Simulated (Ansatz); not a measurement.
Zr: field-gradient calculation

System: Zr (Im-3m, 1 atom in the cell).
Method: DFT, PBEsol, PAW with Ansatz's default frozen-core files, scalar-relativistic, no spin polarisation (Ansatz 0.2.0).

The structure derives from an entry of the Crystallography Open Database. It belongs to a series of runs on one base structure; here: volume scaled by 1.01, PAW files.

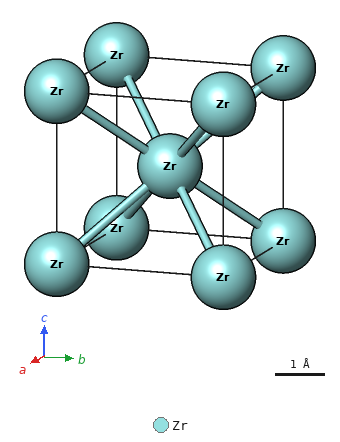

Fig. 1: The structure as given in the input (ball-and-stick view of the cell 2 times as large as that of the calculation, set on its symmetry axes, seen slightly off an axis).

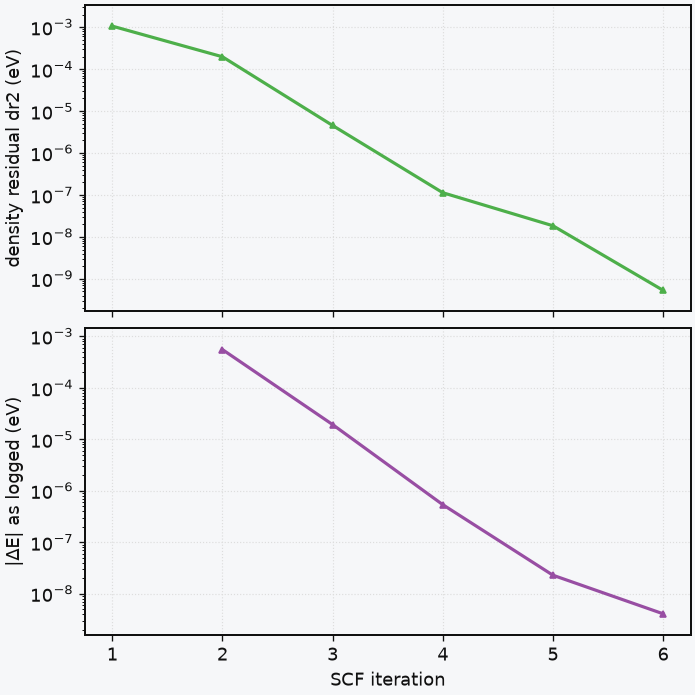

Fig. 2: Convergence of the self-consistent field: density residual dr2 and size of the energy change against the SCF iteration. The residual falls at every step.

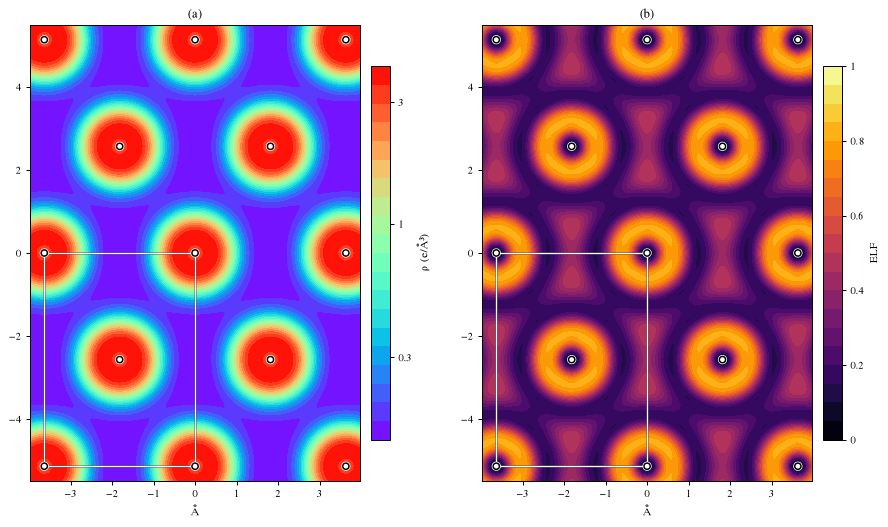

Fig. 3: (a) valence pseudo-density; (b) ELF on the (101) plane of the conventional cell. Circles mark the nuclei in the plane (Zr). Atoms in the plane: Zr. Zr–Zr (3.15 Å): ρ at the midpoint is about 0.17 e/Å³; the ELF is about 0.20 at the midpoint; no shared electron pair. Away from the nuclei the density in this plane falls to 0.14 e/Å³ at its lowest. The strong features right at Zr lie inside the PAW spheres (semicore, d or f shells) and say nothing about bonding. The fields are those of the smooth PAW valence density.

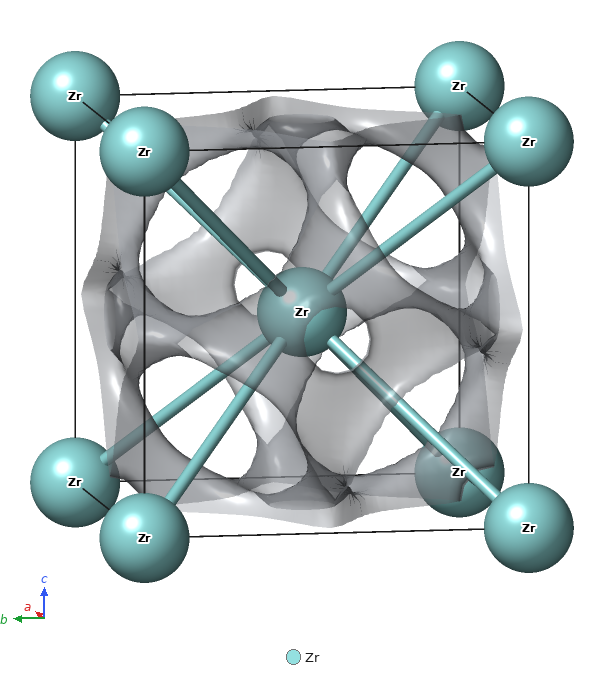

Fig. 4: Isosurface of the electron localisation function at 0.45 (grey), seen at an oblique angle. Only the valence region is drawn (cores and ρ < 0.01 e/Å³ removed). Sticks mark near contacts. The outline is the cell set on symmetry axes. Along the contacts the grid gives the following. Zr–Zr (3.15 Å): the ELF is about 0.20 at the midpoint; no localised pair between them.

These pictures come from the run below.

## The input
```yaml
crystal:
  lattice:
    - [-1.8160133332, 1.8160133332, 1.8160133332]
    - [1.8160133332, -1.8160133332, 1.8160133332]
    - [1.8160133332, 1.8160133332, -1.8160133332]
  atoms:
    - { symbol: Zr, position: [0.0, 0.0, 0.0] }
kpoints:
  mp_grid: { grid: [14, 14, 14] }
scf:
  occupations: { method: fermi_dirac, width: 0.08 }
hamiltonian:
  xc: pbesol
  pseudopotentials: { kind: paw }
output:
  forces: true
  stress: true
  eigenvalues: true
  efg: { contact_densities: true }
  write_density: true
  write_potential: true
  elf: true
  volumetric_format: npy
```

Run as:
```bash
ansatz run input.yaml --threads 1 --pin off --max-ram 3072MiB --backend cpu --events-out ev --progress --plain --runs-dir out
```

## The program's output
```
Zr: output.efg is read without spin–orbit coupling, which moves field gradients at and beside such atoms by some per cent and up to a factor of two; PAW files take it under magnetization.noncollinear and magnetization.spin_orbit
Engine: ansatz 0.2.0, aarch64-unknown-linux-gnu
Pseudopotentials: kind: paw
Pseudopotential: Zr, paw, valence charge 12, recommended cutoff 420 eV (normal), Zr.paw.azcp
Functional definition: PBEsol
  exchange = pbesol_x
  correlation = pbesol_c
Crystal: 1 atoms, lattice volume = 23.956 Å³
Basis set: ecut = 420 eV, 459 PW (Γ), exchange–correlation on 48×48×48 points (8 copies of the dense FFT grid, shifted against one another)
Bands: 10, of which v1, the nominal top of the filled ones, is band 6 counted from 1 (5 counted from 0)
Symmetry: 48 space group operations
Space group: Im-3m (ITA 229), of the structure as read, at distance tolerance 2.9e-5 Å
k-points: 104 of 2744
Non-local potential: Zr, projectors of the file, l = 0: 3, l = 1: 2, l = 2: 2, l = 3: 2
PAW form: soft (Blöchl's): semilocal exchange-correlation on the pseudo side does not see the compensation charge
PAW frozen core: Zr, regenerated for the run's functional, and the local potential with it (the file was generated under x = pbe(κ = 0.804, μ = 0.2195149727645171), c = pbe(β = 0.06672455060314922))
PAW one-centre angular grid: Zr, 590 points (default); XC on 64 Gauss nodes
Initial density: superposition of atomic densities (neutral atoms: chi_scale 0, normalization atom), corrected by the library's trained network
Initial wavefunctions: pseudopotential atomic-orbital guess
Functional: x = pbesol(κ = 0.804, μ = 0.12345679012345678), c = pbesol(β = 0.046)
SCF iter   1: F=—  HF=-4128.537350 eV  |F-HF|=—  |Δ(HF+E_count)|=         —  Δρ=2.85e-3  dr2=1.06e-3  ethr=1.77e-3  ⟨swp⟩=5.1  Hψ=5862  notcnv=0
preconditioner: auto → none  [metal: Δε(μ)=0.009 eV  Ē_g=4.785 eV  σ=0.080 eV  W_gap=0.03  n_scr=0 (ndim 8)  ℏωp=15.2 eV  f_vac=0.000  D(μ)=1.93/eV (n_scr^D=18)]
SCF iter   2: F=—  HF=-4128.536797 eV  |F-HF|=—  |Δ(HF+E_count)|=   5.53e-4  Δρ=1.32e-3  dr2=1.97e-4  ethr=8.82e-6  ⟨swp⟩=2.0  Hψ=2272  notcnv=0
SCF iter   3: F=—  HF=-4128.536816 eV  |F-HF|=—  |Δ(HF+E_count)|=   1.93e-5  Δρ=1.51e-4  dr2=4.53e-6  ethr=1.64e-6  ⟨swp⟩=1.0  Hψ=1040  notcnv=0
SCF iter   4: F=—  HF=-4128.536816 eV  |F-HF|=—  |Δ(HF+E_count)|=   5.36e-7  Δρ=3.16e-5  dr2=1.13e-7  ethr=3.78e-8  ⟨swp⟩=2.2  Hψ=1355  notcnv=0
iter 5 did not close the SCF: its close was put off for the readings that it lacked (scf_convergence_deferred on its scf_iter line)
SCF iter   5: F=-4128.536816 eV  HF=-4128.536816 eV  |F-HF|=5.48e-9  |Δ(HF+E_count)|=   2.28e-8  Δρ=1.18e-5  dr2=1.84e-8  ethr=9.45e-10  ⟨swp⟩=2.4  Hψ=1554  notcnv=0
SCF iter   6: F=-4128.536816 eV  HF=-4128.536816 eV  |F-HF|=1.98e-10  |Δ(HF+E_count)|=   4.06e-9  Δρ=2.15e-6  dr2=5.31e-10  ethr=1.54e-10  ⟨swp⟩=4.8  Hψ=4894  notcnv=0
SCF 1 converged in 6 iterations: F = -4128.536816 eV  dr2 = 5.31e-10
  greatest PAW one-centre occupation: 0.997 electrons in one spin orbital (limit 2), on the Zr atom at site 0 (counted from 0), in its partial waves of l = 0
SCF converged after 6 iterations
Free energy (F): -4128.536816 eV
Harris-Foulkes:  -4128.536816 eV  (|F-HF|=1.98e-10)
Internal energy: -4128.495194 eV  (E = F + TS)
E sigma→0 (E₀):  -4128.516005 eV
Entropy (-TS):   -0.041622 eV (-41.622 meV/atom)
Fermi energy:    13.134188 eV
--- Per-component energies (eV) ---
  E_band       = -103.060802
  E_kinetic    = 331.691965
  E_local      = -642.029853  (includes V_loc(G=0)·N_el)
  E_nonlocal   = 82.455890
  E_hartree    = 197.987088
  E_xc         = -159.670610
  E_vxc        = -189.311323  (∫ρ·V_xc dr)
  E_paw        = -2900.263741  (= ΣΔE_a)
  E_vpaw       = -81.841853  (= ΣTr[D̂ρ^β])
  E_aug_tail   = 0.000024  (compensation charges beyond the density's cutoff)
  E_ewald      = -1038.831675
  E_core_change = 0.165720  (= ΣΔE_core)
  E_smearing   = -0.041622  (= −TS)
  E_closure    = 0.000000  (closes the sum)
  Σ components = -4128.536816   (vs F -4128.536816, Δ=0.00e0)
--- Forces (eV/Å), atoms counted from 1 ---
  atom   1  Zr    -0.00000000     0.00000000     0.00000000
  max |Σ_I F_I| component: 3.08e-32 eV/Å
--- Stress (GPa, compression-positive) ---
       -7.379622      -0.000000       0.000000
        0.000000      -7.379622      -0.000000
       -0.000000       0.000000      -7.379622
  P = ⅓ Tr σ = -7.3796 GPa (-73.796 kbar)
--- PAW observables at the nuclei: V_zz in 10²¹ V/m², potentials from the cell's mean, atoms counted from 1 ---
  atom   1  Zr V_zz =    +0.000000   η = 0.0000   by run symmetry: forbidden
            electrostatic potential = -5927.612674 V   contact ρ = 489726.728432 e/Å³
--- Band table (eV; the first three rows and the last of 104) ---
  k-point 0: bands = ["-35.3100", "-12.8840", "-12.8840", "-12.8840", "7.8038", "14.2347", "14.2347", "14.2347", "16.6438", "16.6438"]
  k-point 1: bands = ["-35.3034", "-12.9311", "-12.8985", "-12.8843", "7.9725", "14.1236", "14.1976", "14.3972", "16.4752", "16.6431"]
  k-point 2: bands = ["-35.2848", "-13.0611", "-12.9388", "-12.8852", "8.4498", "13.8326", "14.0293", "14.8758", "16.1990", "16.6559"]
  k-point 103: bands = ["-35.0771", "-13.4988", "-13.4988", "-13.4988", "10.7191", "10.7191", "18.6092", "18.6092", "18.6092", "20.3022"]
```

## Results in brief

- outcome: converged
- space group (tolerance 0.01 Å): Im-3m (229)
- electrons treated: 12
- free energy: −4128.5368 eV
- Fermi energy: 13.134 eV
- pressure: −7.38 GPa
- field gradient V_zz (10²¹ V/m²): zero at all sites
- largest force (length of the vector): under 0.001 eV/Å
- hardware: 1 thread of Arm Neoverse V1, 24 GiB of memory available, shared host
- wall time: 3.2 s
- peak memory: 0.35 GiB

## Notes

Warnings of the run: the field gradients leave out spin–orbit coupling. The cell is under a tension of 7.4 GPa at this level, so it is not at its equilibrium volume.
